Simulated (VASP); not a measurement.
Efg calculation, with input and output: Al₂O₃ (part 3 of 3)

Continued. System: Al₂O₃ (R-3c, 40 atoms in the cell). Method: Kohn-Sham DFT of a periodic cell, PBE, VASP PAW PBE potentials, recommended, no spin polarisation (VASP 6.6.1); cutoff 520 eV, 3×3×3 k-mesh, Gaussian smearing of 0.01 eV. The structure derives from a Materials Project entry. It belongs to a series of runs on one base structure; here: core holes.

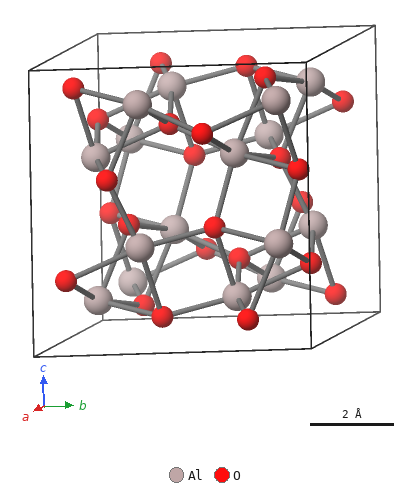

The structure as given in the input (ball-and-stick view of the cell of the calculation, seen slightly off an axis).

## Parts of OUTCAR, continued
```
------------------------ aborting loop because EDIFF is reached ----------------------------------------

  FORCE on cell =-STRESS in cart. coord.  units (eV):
  Direction    XX          YY          ZZ          XY          YZ          ZX
  --------------------------------------------------------------------------------------
  -------------------------------------------------------------------------------------
  Total        0.8981701      0.8981701      0.5556586      0.0000000     -0.0000000      0.0000000
  in kB        4.1152698      4.1152698      2.5459377      0.0000000     -0.0000000      0.0000000
  external PRESSURE =       3.5921591 kB  Pullay stress =       0.0000000 kB

 VOLUME and BASIS-vectors are now :
 -----------------------------------------------------------------------------
  energy-cutoff  :      520.00
  volume of cell :      349.68
      direct lattice vectors                 reciprocal lattice vectors
    -4.805027221 -2.774183759  4.372084416    -0.104057683 -0.060077731  0.076241285
     4.805027221 -2.774183759  4.372084416     0.104057683 -0.060077731  0.076241285
     0.000000000  5.548367519  4.372084416     0.000000000  0.120155463  0.076241285

 POSITION                                       TOTAL-FORCE (eV/Angst)
 -----------------------------------------------------------------------------------
      0.00000      0.00000      8.49807         0.000000      0.000000     -0.014282
      0.00000      2.77418      4.12599         0.000000      0.000000     -0.014282
      2.40251     -1.38709      4.12599         0.000000      0.000000     -0.014282
     -2.40251     -1.38709      4.12599         0.000000      0.000000     -0.014282
      0.00000      0.00000     11.17631         0.000000      0.000000      0.014282
      0.00000      2.77418      6.80422         0.000000      0.000000      0.014282
      2.40251     -1.38709      6.80422         0.000000      0.000000      0.014282
     -2.40251     -1.38709      6.80422         0.000000      0.000000      0.014282
      0.00000      0.00000      1.93995         0.000000      0.000000     -0.014282
      0.00000     -2.77418      6.31203         0.000000      0.000000     -0.014282
     -2.40251      1.38709      6.31203         0.000000      0.000000     -0.014282
      2.40251      1.38709      6.31203         0.000000      0.000000     -0.014282
      0.00000      0.00000      4.61818         0.000000      0.000000      0.014282
      0.00000     -2.77418      8.99026         0.000000      0.000000      0.014282
     -2.40251      1.38709      8.99026         0.000000      0.000000      0.014282
      2.40251      1.38709      8.99026         0.000000      0.000000      0.014282
      0.93148     -1.38709      5.46511        -0.009838      0.000000     -0.000000
     -3.87355     -1.38709      5.46511        -0.009838      0.000000     -0.000000
     -1.47104      0.00000      9.83719        -0.009838      0.000000     -0.000000
     -1.47104      2.77418      5.46511        -0.009838      0.000000     -0.000000
      1.66699      0.11314      7.65115        -0.004919     -0.008520     -0.000000
     -3.13803      0.11314      7.65115        -0.004919     -0.008520     -0.000000
     -0.73552     -4.04814      7.65115        -0.004919     -0.008520     -0.000000
     -0.73552     -1.27396      3.27906        -0.004919     -0.008520     -0.000000
     -1.66699     -0.11314      5.46511         0.004919      0.008520     -0.000000
      3.13803     -0.11314      5.46511         0.004919      0.008520     -0.000000
      0.73552      4.04814      5.46511         0.004919      0.008520     -0.000000
      0.73552      1.27396      9.83719         0.004919      0.008520     -0.000000
      0.73552      1.50023      5.46511         0.004919     -0.008520     -0.000000
      0.73552     -1.27396      9.83719         0.004919     -0.008520     -0.000000
     -1.66699     -2.66105      5.46511         0.004919     -0.008520     -0.000000
      3.13803     -2.66105      5.46511         0.004919     -0.008520     -0.000000
     -0.73552     -1.50023      7.65115        -0.004919      0.008520     -0.000000
     -0.73552      1.27396      3.27906        -0.004919      0.008520     -0.000000
      1.66699      2.66105      7.65115        -0.004919      0.008520     -0.000000
     -3.13803      2.66105      7.65115        -0.004919      0.008520     -0.000000
     -0.93148      1.38709      7.65115         0.009838      0.000000     -0.000000
      3.87355      1.38709      7.65115         0.009838      0.000000     -0.000000
      1.47104     -0.00000      3.27906         0.009838      0.000000     -0.000000
      1.47104     -2.77418      7.65115         0.009838      0.000000     -0.000000
 -----------------------------------------------------------------------------------
    total drift:                               -0.000000     -0.000000     -0.000000

  FREE ENERGIE OF THE ION-ELECTRON SYSTEM (eV)
  ---------------------------------------------------
  free  energy   TOTEN  =      -299.2590988593 eV

  energy  without entropy=     -299.2590988593  energy(sigma->0) =     -299.25909886

 Electric field gradients (V/A^2)
---------------------------------------------------------------------
 ion       V_xx      V_yy      V_zz      V_xy      V_xz      V_yz
---------------------------------------------------------------------
   1      -2.922    -2.922     5.844    -0.000    -0.000     0.000
   2      -2.922    -2.922     5.844     0.000    -0.000     0.000
   3      -2.922    -2.922     5.844     0.000    -0.000     0.000
   4      -2.922    -2.922     5.844     0.000    -0.000     0.000
   5      -2.922    -2.922     5.844    -0.000     0.000     0.000
   6      -2.922    -2.922     5.844    -0.000     0.000     0.000
   7      -2.922    -2.922     5.844    -0.000     0.000    -0.000
   8      -2.922    -2.922     5.844     0.000     0.000     0.000
   9      -2.922    -2.922     5.844    -0.000     0.000     0.000
  10      -2.922    -2.922     5.844    -0.000     0.000     0.000
  11      -2.922    -2.922     5.844    -0.000     0.000     0.000
  12      -2.922    -2.922     5.844    -0.000     0.000     0.000
  13      -2.922    -2.922     5.844     0.000    -0.000    -0.000
  14      -2.922    -2.922     5.844     0.000    -0.000     0.000
  15      -2.922    -2.922     5.844    -0.000    -0.000     0.000
  16      -2.922    -2.922     5.844     0.000    -0.000     0.000
  17       9.547    -6.132    -3.415     0.000     0.000   -34.197
  18       9.547    -6.132    -3.415     0.000    -0.000   -34.197
  19       9.547    -6.132    -3.415     0.000    -0.000   -34.197
  20       9.547    -6.132    -3.415     0.000    -0.000   -34.197
  21      -2.212     5.627    -3.415     6.789   -29.615    17.098
  22      -2.212     5.627    -3.415     6.789   -29.615    17.098
  23      -2.212     5.627    -3.415     6.789   -29.615    17.098
  24      -2.212     5.627    -3.415     6.789   -29.615    17.098
  25      -2.212     5.627    -3.415     6.789   -29.615    17.098
  26      -2.212     5.627    -3.415     6.789   -29.615    17.098
  27      -2.212     5.627    -3.415     6.789   -29.615    17.098
  28      -2.212     5.627    -3.415     6.789   -29.615    17.098
  29      -2.212     5.627    -3.415    -6.789    29.615    17.098
  30      -2.212     5.627    -3.415    -6.789    29.615    17.098
  31      -2.212     5.627    -3.415    -6.789    29.615    17.098
  32      -2.212     5.627    -3.415    -6.789    29.615    17.098
  33      -2.212     5.627    -3.415    -6.789    29.615    17.098
  34      -2.212     5.627    -3.415    -6.789    29.615    17.098
  35      -2.212     5.627    -3.415    -6.789    29.615    17.098
  36      -2.212     5.627    -3.415    -6.789    29.615    17.098
  37       9.547    -6.132    -3.415    -0.000     0.000   -34.197
  38       9.547    -6.132    -3.415     0.000     0.000   -34.197
  39       9.547    -6.132    -3.415     0.000    -0.000   -34.197
  40       9.547    -6.132    -3.415     0.000     0.000   -34.197
---------------------------------------------------------------------

 Electric field gradients after diagonalization (V/A^2)
 (convention: |V_zz| > |V_xx| > |V_yy|)
----------------------------------------------------------------------
 ion       V_xx      V_yy      V_zz     asymmetry (V_yy - V_xx)/ V_zz
----------------------------------------------------------------------
   1      -2.922    -2.922     5.844       0.000
   2      -2.922    -2.922     5.844       0.000
   3      -2.922    -2.922     5.844       0.000
   4      -2.922    -2.922     5.844       0.000
   5      -2.922    -2.922     5.844       0.000
   6      -2.922    -2.922     5.844       0.000
   7      -2.922    -2.922     5.844       0.000
   8      -2.922    -2.922     5.844       0.000
   9      -2.922    -2.922     5.844       0.000
  10      -2.922    -2.922     5.844       0.000
  11      -2.922    -2.922     5.844       0.000
  12      -2.922    -2.922     5.844       0.000
  13      -2.922    -2.922     5.844       0.000
  14      -2.922    -2.922     5.844       0.000
  15      -2.922    -2.922     5.844       0.000
  16      -2.922    -2.922     5.844       0.000
  17      29.450     9.547   -38.997       0.510
  18      29.450     9.547   -38.997       0.510
  19      29.450     9.547   -38.997       0.510
  20      29.450     9.547   -38.997       0.510
  21      29.450     9.547   -38.997       0.510
  22      29.450     9.547   -38.997       0.510
  23      29.450     9.547   -38.997       0.510
  24      29.450     9.547   -38.997       0.510
  25      29.450     9.547   -38.997       0.510
  26      29.450     9.547   -38.997       0.510
  27      29.450     9.547   -38.997       0.510
  28      29.450     9.547   -38.997       0.510
  29      29.450     9.547   -38.997       0.510
  30      29.450     9.547   -38.997       0.510
  31      29.450     9.547   -38.997       0.510
  32      29.450     9.547   -38.997       0.510
  33      29.450     9.547   -38.997       0.510
  34      29.450     9.547   -38.997       0.510
  35      29.450     9.547   -38.997       0.510
  36      29.450     9.547   -38.997       0.510
  37      29.450     9.547   -38.997       0.510
  38      29.450     9.547   -38.997       0.510
  39      29.450     9.547   -38.997       0.510
  40      29.450     9.547   -38.997       0.510
----------------------------------------------------------------------

           NMR quadrupolar parameters

 Cq : quadrupolar parameter    Cq=e*Q*V_zz/h
 eta: asymmetry parameters     (V_yy - V_xx)/ V_zz
 Q  : nuclear electric quadrupole moment in mb (millibarn)
----------------------------------------------------------------------
 ion       Cq(MHz)       eta       Q (mb)
----------------------------------------------------------------------
   1       0.014       0.000       1.000
   2       0.014       0.000       1.000
   3       0.014       0.000       1.000
   4       0.014       0.000       1.000
   5       0.014       0.000       1.000
   6       0.014       0.000       1.000
   7       0.014       0.000       1.000
   8       0.014       0.000       1.000
   9       0.014       0.000       1.000
  10       0.014       0.000       1.000
  11       0.014       0.000       1.000
  12       0.014       0.000       1.000
  13       0.014       0.000       1.000
  14       0.014       0.000       1.000
  15       0.014       0.000       1.000
  16       0.014       0.000       1.000
  17      -0.094       0.510       1.000
  18      -0.094       0.510       1.000
  19      -0.094       0.510       1.000
  20      -0.094       0.510       1.000
  21      -0.094       0.510       1.000
  22      -0.094       0.510       1.000
  23      -0.094       0.510       1.000
  24      -0.094       0.510       1.000
  25      -0.094       0.510       1.000
  26      -0.094       0.510       1.000
  27      -0.094       0.510       1.000
  28      -0.094       0.510       1.000
  29      -0.094       0.510       1.000
  30      -0.094       0.510       1.000
  31      -0.094       0.510       1.000
  32      -0.094       0.510       1.000
  33      -0.094       0.510       1.000
  34      -0.094       0.510       1.000
  35      -0.094       0.510       1.000
  36      -0.094       0.510       1.000
  37      -0.094       0.510       1.000
  38      -0.094       0.510       1.000
  39      -0.094       0.510       1.000
  40      -0.094       0.510       1.000
----------------------------------------------------------------------
```

## CONTCAR
```
Al2O3
   1.00000000000000
    -4.8050272208000004   -2.7741837594000001    4.3720844158999999
     4.8050272208000004   -2.7741837594000001    4.3720844158999999
     0.0000000000000000    5.5483675188000001    4.3720844158999999
  Al              O
    16    24
Direct
     0.6479039999999969    0.6479039999999969    0.6479039999999969
     0.1479039999999969    0.1479039999999969    0.6479039999999969
     0.1479039999999969    0.6479039999999969    0.1479039999999969
     0.6479039999999969    0.1479039999999969    0.1479039999999969
     0.8520960000000031    0.8520960000000031    0.8520960000000031
     0.3520960000000031    0.3520960000000031    0.8520960000000031
     0.3520960000000031    0.8520960000000031    0.3520960000000031
     0.8520960000000031    0.3520960000000031    0.3520960000000031
     0.1479039999999969    0.1479039999999969    0.1479039999999969
     0.6479039999999969    0.6479039999999969    0.1479039999999969
     0.6479039999999969    0.1479039999999969    0.6479039999999969
     0.1479039999999969    0.6479039999999969    0.6479039999999969
     0.3520960000000031    0.3520960000000031    0.3520960000000031
     0.8520960000000031    0.8520960000000031    0.3520960000000031
     0.8520960000000031    0.3520960000000031    0.8520960000000031
     0.3520960000000031    0.8520960000000031    0.8520960000000031
     0.4030727499999998    0.5969272500000002    0.2500000000000000
     0.9030727499999998    0.0969272500000002    0.2500000000000000
     0.9030727499999998    0.5969272500000002    0.7500000000000000
     0.4030727499999998    0.0969272500000002    0.7500000000000000
     0.4030727499999998    0.7500000000000000    0.5969272500000002
     0.9030727499999998    0.2500000000000000    0.5969272500000002
     0.9030727499999998    0.7500000000000000    0.0969272500000002
     0.4030727499999998    0.2500000000000000    0.0969272500000002
     0.5969272500000002    0.2500000000000000    0.4030727499999998
     0.0969272500000002    0.7500000000000000    0.4030727499999998
     0.0969272500000002    0.2500000000000000    0.9030727499999998
     0.5969272500000002    0.7500000000000000    0.9030727499999998
     0.2500000000000000    0.4030727499999998    0.5969272500000002
     0.7500000000000000    0.9030727499999998    0.5969272500000002
     0.7500000000000000    0.4030727499999998    0.0969272500000002
     0.2500000000000000    0.9030727499999998    0.0969272500000002
     0.7500000000000000    0.5969272500000002    0.4030727499999998
     0.2500000000000000    0.0969272500000002    0.4030727499999998
     0.2500000000000000    0.5969272500000002    0.9030727499999998
     0.7500000000000000    0.0969272500000002    0.9030727499999998
     0.5969272500000002    0.4030727499999998    0.7500000000000000
     0.0969272500000002    0.9030727499999998    0.7500000000000000
     0.0969272500000002    0.4030727499999998    0.2500000000000000
     0.5969272500000002    0.9030727499999998    0.2500000000000000

  0.00000000E+00  0.00000000E+00  0.00000000E+00
  0.00000000E+00  0.00000000E+00  0.00000000E+00
  0.00000000E+00  0.00000000E+00  0.00000000E+00
  0.00000000E+00  0.00000000E+00  0.00000000E+00
  0.00000000E+00  0.00000000E+00  0.00000000E+00
  0.00000000E+00  0.00000000E+00  0.00000000E+00
  0.00000000E+00  0.00000000E+00  0.00000000E+00
  0.00000000E+00  0.00000000E+00  0.00000000E+00
  0.00000000E+00  0.00000000E+00  0.00000000E+00
  0.00000000E+00  0.00000000E+00  0.00000000E+00
  0.00000000E+00  0.00000000E+00  0.00000000E+00
  0.00000000E+00  0.00000000E+00  0.00000000E+00
  0.00000000E+00  0.00000000E+00  0.00000000E+00
  0.00000000E+00  0.00000000E+00  0.00000000E+00
  0.00000000E+00  0.00000000E+00  0.00000000E+00
  0.00000000E+00  0.00000000E+00  0.00000000E+00
  0.00000000E+00  0.00000000E+00  0.00000000E+00
  0.00000000E+00  0.00000000E+00  0.00000000E+00
  0.00000000E+00  0.00000000E+00  0.00000000E+00
  0.00000000E+00  0.00000000E+00  0.00000000E+00
  0.00000000E+00  0.00000000E+00  0.00000000E+00
  0.00000000E+00  0.00000000E+00  0.00000000E+00
  0.00000000E+00  0.00000000E+00  0.00000000E+00
  0.00000000E+00  0.00000000E+00  0.00000000E+00
  0.00000000E+00  0.00000000E+00  0.00000000E+00
  0.00000000E+00  0.00000000E+00  0.00000000E+00
  0.00000000E+00  0.00000000E+00  0.00000000E+00
  0.00000000E+00  0.00000000E+00  0.00000000E+00
  0.00000000E+00  0.00000000E+00  0.00000000E+00
  0.00000000E+00  0.00000000E+00  0.00000000E+00
  0.00000000E+00  0.00000000E+00  0.00000000E+00
  0.00000000E+00  0.00000000E+00  0.00000000E+00
  0.00000000E+00  0.00000000E+00  0.00000000E+00
  0.00000000E+00  0.00000000E+00  0.00000000E+00
  0.00000000E+00  0.00000000E+00  0.00000000E+00
  0.00000000E+00  0.00000000E+00  0.00000000E+00
  0.00000000E+00  0.00000000E+00  0.00000000E+00
  0.00000000E+00  0.00000000E+00  0.00000000E+00
  0.00000000E+00  0.00000000E+00  0.00000000E+00
  0.00000000E+00  0.00000000E+00  0.00000000E+00
```

This output came from the following input.

## INCAR
```
PREC     = Accurate       # precision mode
ENCUT    = 520            # plane-wave cutoff, eV
EDIFF    = 1E-8           # SCF threshold, eV
ISMEAR   = 0              # smearing method
SIGMA    = 0.01           # smearing width, eV
LREAL    = Auto         
LASPH    = True           # aspherical terms in the spheres
NELM     = 100            # most SCF steps
ALGO     = Fast           # electronic algorithm
ISIF     = 2              # what is computed and relaxed
LWAVE    = False          # write WAVECAR
LCHARG   = False          # write CHGCAR
GGA      = PE             # functional
LEFG     = True         
NBANDS   = 122            # bands
```

## KPOINTS
```
regular mesh
0
Gamma
  3 3 3
```

## POSCAR
```
Al2O3
1.0
   -4.8050272208     -2.7741837594      4.3720844159
    4.8050272208     -2.7741837594      4.3720844159
    0.0000000000      5.5483675188      4.3720844159
Al O
16 24
Direct
    0.6479040000      0.6479040000      0.6479040000
    0.1479040000      0.1479040000      0.6479040000
    0.1479040000      0.6479040000      0.1479040000
    0.6479040000      0.1479040000      0.1479040000
    0.8520960000      0.8520960000      0.8520960000
    0.3520960000      0.3520960000      0.8520960000
    0.3520960000      0.8520960000      0.3520960000
    0.8520960000      0.3520960000      0.3520960000
    0.1479040000      0.1479040000      0.1479040000
    0.6479040000      0.6479040000      0.1479040000
    0.6479040000      0.1479040000      0.6479040000
    0.1479040000      0.6479040000      0.6479040000
    0.3520960000      0.3520960000      0.3520960000
    0.8520960000      0.8520960000      0.3520960000
    0.8520960000      0.3520960000      0.8520960000
    0.3520960000      0.8520960000      0.8520960000
    0.4030727500      0.5969272500      0.2500000000
    0.9030727500      0.0969272500      0.2500000000
    0.9030727500      0.5969272500      0.7500000000
    0.4030727500      0.0969272500      0.7500000000
    0.4030727500      0.7500000000      0.5969272500
    0.9030727500      0.2500000000      0.5969272500
    0.9030727500      0.7500000000      0.0969272500
    0.4030727500      0.2500000000      0.0969272500
    0.5969272500      0.2500000000      0.4030727500
    0.0969272500      0.7500000000      0.4030727500
    0.0969272500      0.2500000000      0.9030727500
    0.5969272500      0.7500000000      0.9030727500
    0.2500000000      0.4030727500      0.5969272500
    0.7500000000      0.9030727500      0.5969272500
    0.7500000000      0.4030727500      0.0969272500
    0.2500000000      0.9030727500      0.0969272500
    0.7500000000      0.5969272500      0.4030727500
    0.2500000000      0.0969272500      0.4030727500
    0.2500000000      0.5969272500      0.9030727500
    0.7500000000      0.0969272500      0.9030727500
    0.5969272500      0.4030727500      0.7500000000
    0.0969272500      0.9030727500      0.7500000000
    0.0969272500      0.4030727500      0.2500000000
    0.5969272500      0.9030727500      0.2500000000
```

Run as:
```bash
cat potpaw_PBE.64/Al/POTCAR potpaw_PBE.64/O/POTCAR > POTCAR
mpirun -np 1 vasp_std > vasp.out
```

## Key numbers

```json
{"quantity": "outcome", "value": "converged"}
{"quantity": "space group (tolerance 0.01 Å)", "value": "R-3c (167)"}
{"quantity": "electrons treated", "value": "192"}
{"quantity": "free energy", "value": "−299.2591 eV"}
{"quantity": "Fermi energy of the self-consistent step", "value": "5.929 eV"}
{"quantity": "gap on the k-point mesh", "value": "5.88 eV"}
{"quantity": "pressure", "value": "0.36 GPa"}
{"quantity": "largest force (length of the vector)", "value": "0.014 eV/Å"}
{"quantity": "hardware", "value": "1 thread of Intel Xeon (Emerald Rapids), 192 GiB of memory available, shared host"}
{"quantity": "wall time", "value": "4.3 min"}
{"quantity": "peak memory", "value": "0.46 GiB"}
```
